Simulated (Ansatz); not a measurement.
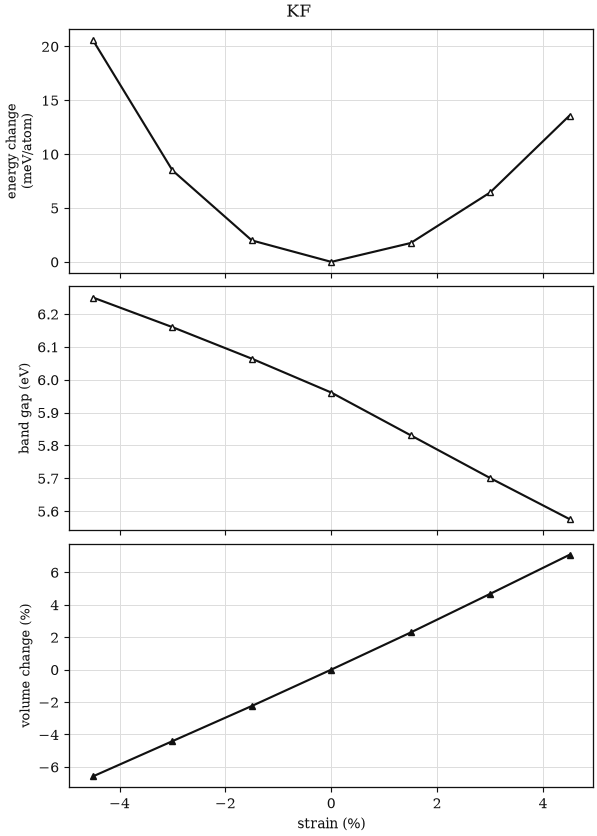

The figure shows the energy change, band gap and volume change against strain for KF, space group Fm-3m (No. 225).

Cell as given: a = 3.833 Å, b = 3.833 Å, c = 5.421 Å, α = 90.00°, β = 90.00°, γ = 90.00°; 4 atoms.

How it was computed, with Ansatz 0.2.0: energy, stress and cell of a relaxed crystal along a series of strains, atoms and what the cell freedom names relaxed within the symmetry; plane waves with PAW datasets, Γ-centred k mesh; energies extrapolated to zero smearing. Level: PBE, no spin polarisation.

- wave cutoff: 420 eV
- k mesh: 6×6×4
- occupations: Gaussian
- smearing width: 0.02 eV
- strain kind: biaxial in the ab plane
- cell freedom: length and tilt of c free

### Does the undistorted structure sit at the bottom of the curve?

Yes: the energy rises on both sides of the starting structure, which is therefore a minimum along this path.

### What happens to the gap?

It stays open and runs from 6.250 eV at strain −4.5 % to 5.576 eV at 4.5 %.
